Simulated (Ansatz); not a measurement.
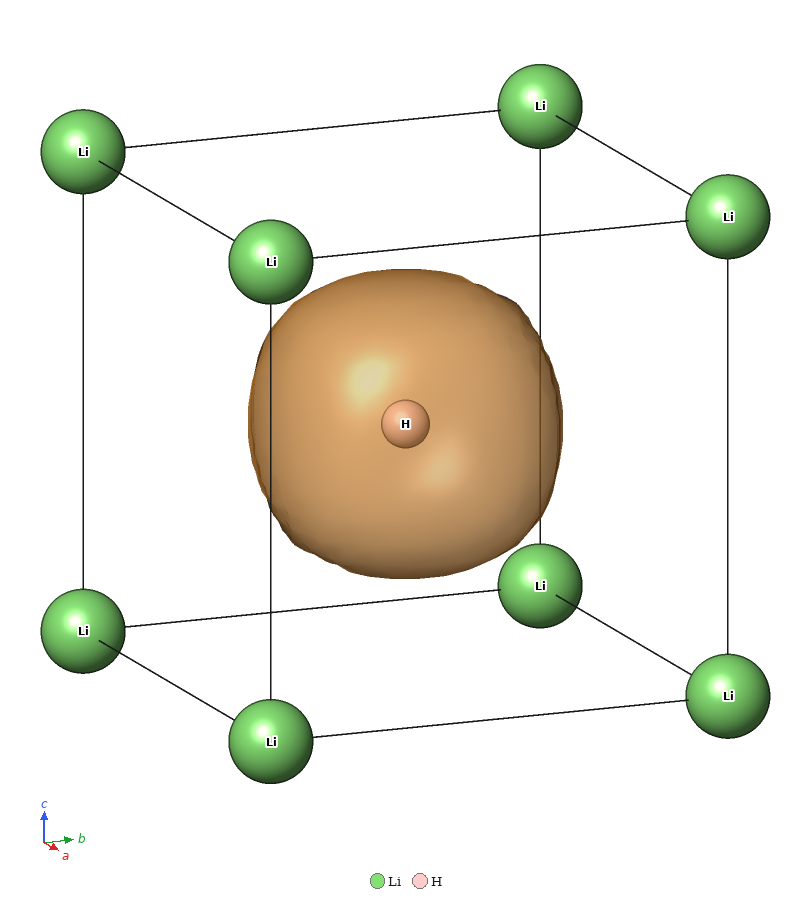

*LiH. Isosurface of the electron localisation function at 0.9 (orange), seen slightly off an axis. Core shells and regions of very low density are left out.*

Space group Pm-3m; started from the CsCl prototype, which need not be the ambient phase; changed on purpose from its base cell (hydrostatic strain +4.9%); computed pressure about −4 GPa in this cell.

The calculation used DFT, PBE, plane waves, PAW (Ansatz 0.2.0).

> What do the ELF domains correspond to?

At this value the surface marks out one region around a hydrogen nucleus, counted in one cell of 2 atoms. Any copies at cell faces, edges or corners count once.

Values along the shortest contacts:
Li–H (2.27 Å): the ELF climbs to about 1 towards the hydrogen (a hydride-like H with a filled shell, bound largely ionically).
